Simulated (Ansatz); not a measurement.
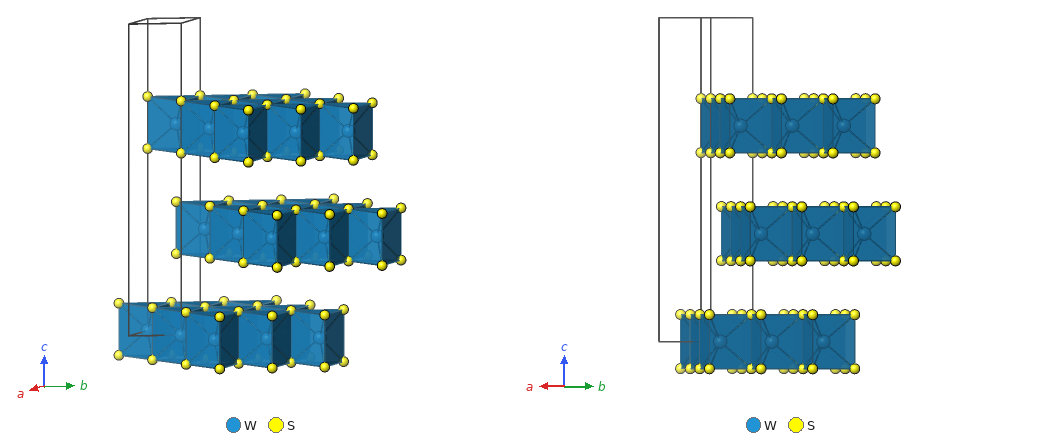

Polyhedra are drawn about W (bonds: S–W below 2.7 Å); other atoms are plain spheres. Two views of the same piece.

WS₂ (space group R3m, No. 160). Coordinates: the input geometry of an electronic-structure calculation (not necessarily at equilibrium); the starting structure was generated, so it need not be a known form of this composition.

Sharing among the drawn polyhedra:

| site | polyhedron | corner-sharing neighbours | edge-sharing | face-sharing | bond (Å) |
| --- | --- | --- | --- | --- | --- |
| W | WS6 trigonal prism | 0 | 6 | 0 | 2.41 |

They form layers of edge-sharing trigonal prisms parallel to (001).
